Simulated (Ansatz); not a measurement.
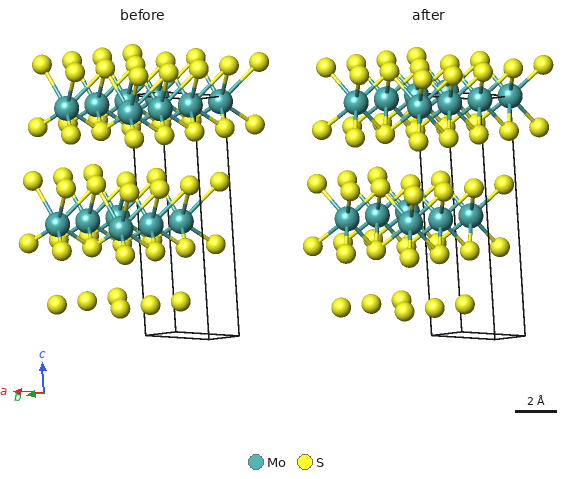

The structure of a crystal of MoS2 (set up in P1) before (left) and after (right) a relaxation, at one scale.

A ball-and-stick model of the cell of the calculation, repeated 2 × 3 × 1 with one cell outlined, seen from a free direction.

Case: all S atoms moved 0.5 Å in one direction; relaxed back.

Method: Ansatz, DFT PBE+D3(BJ), scalar-relativistic, plane waves, PAW. (plane-wave cutoff 420 eV; k-point mesh 12 × 12 × 10; occupations gaussian; smearing width 0.05 eV; no spin polarisation; cell and atoms relaxed; force threshold 0.01 eV/Å; at most 80 steps)

> What changed between the two?

Over 5 accepted moves (6 points after the start) the energy falls by 6.529 eV per cell of the calculation. The largest force component goes from 11 to 0.0026 eV/Å. Pressure: 20.14 GPa at the start and 0.00 GPa at the end. The SCF was repeated once at an unchanged geometry on a basis and grid sized afresh for the cell, which shifted the energy by less than 0.05 meV per cell of the calculation at most. The largest moves, 0.33 Å, are those of Mo atoms. Largest moves by element: Mo 0.33 Å, S 0.17 Å. The cell stays as it was. Among the contacts that change: Mo–S 2.859 → 2.399 Å, Mo–S 1.983 → 2.400 Å, Mo–S 2.699 → 2.399 Å, Mo–S 2.132 → 2.400 Å. Bond angles that change, for instance: S–Mo–S 100.0° → 82.1°, Mo–S–Mo 100.0° → 82.1°, Mo–S–Mo 69.0° → 82.2°. The space group (tolerance 0.01 Å) goes from P1 (No. 1) to R3m (No. 160). The run took 5.8 min on 2 threads of Intel(R) Xeon(R) 6975P-C (Granite Rapids) (shared host), peak memory 1.9 GiB.
